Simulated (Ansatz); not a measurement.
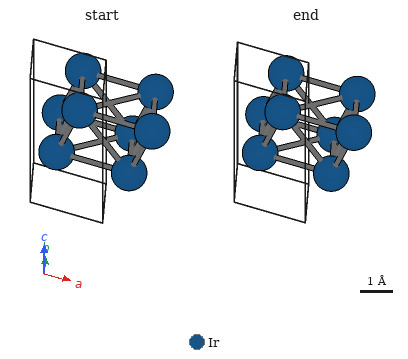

The structure of solid Ir (set up in P6_3/mmc) before (left) and after (right) a relaxation, at one scale.

The picture is a ball-and-stick view of the cell of the calculation, repeated 2 × 2 × 1 with one cell outlined, seen from a free direction.

The run lets cell and atoms move.

Method: Ansatz, Kohn-Sham DFT of a periodic cell, PBEsol with D3(BJ), Ansatz PAW.

The input:
```yaml
crystal:
  lattice:
    - [2.7513778946, 0.0, 0.0]
    - [-1.3756889473, 2.3827631521, 0.0]
    - [0.0, 0.0, 4.46229]
  atoms:
    - { symbol: Ir, position: [0.3333333333, 0.6666666667, 0.25] }
    - { symbol: Ir, position: [0.6666666667, 0.3333333333, 0.75] }
hamiltonian:
  xc: pbesol
  pseudopotentials: { kind: paw }
  dispersion: d3bj
kpoints:
  mp_grid: { grid: [11, 11, 6] }
scf:
  occupations: { method: fermi_dirac, width: 0.05 }
output:
  forces: true
  stress: true
  eigenvalues: true
  write_density: true
  write_potential: true
  elf: true
  volumetric_format: npy
relax:
  f_tol: 0.01
  max_steps: 40
  cell: { stress_tol: 0.05 }
```

Command:
```bash
ansatz run input.yaml --threads 2 --pin off --max-ram 5632MiB --backend cpu --events-out ev --progress --plain --runs-dir out
```

Describe what moved and what it gained.

The atoms keep their places relative to the cell (all moves are under 0.005 Å). Cell: a = b 2.751 → 2.700 Å (−1.9 %), c 4.462 → 4.379 Å (−1.9 %). Volume −5.5 %. Among the contacts that change: Ir–Ir 2.751 → 2.700 Å, Ir–Ir 2.739 → 2.688 Å. The space group stays P6_3/mmc (No. 194). After 3 accepted moves (5 points after the start) the energy has fallen by 53.0 meV per atom. All forces vanish by symmetry, so only the cell relaxes. Pressure: −19.99 GPa at the start and 0.04 GPa at the end. The line search rejected the trial step at point 1 of the run. The SCF was repeated once at an unchanged geometry on a basis and grid sized afresh for the cell, which shifted the energy by 0.4 meV per atom at most. At step 1 the optimiser overshot: the energy rose above the start, and later steps came back.
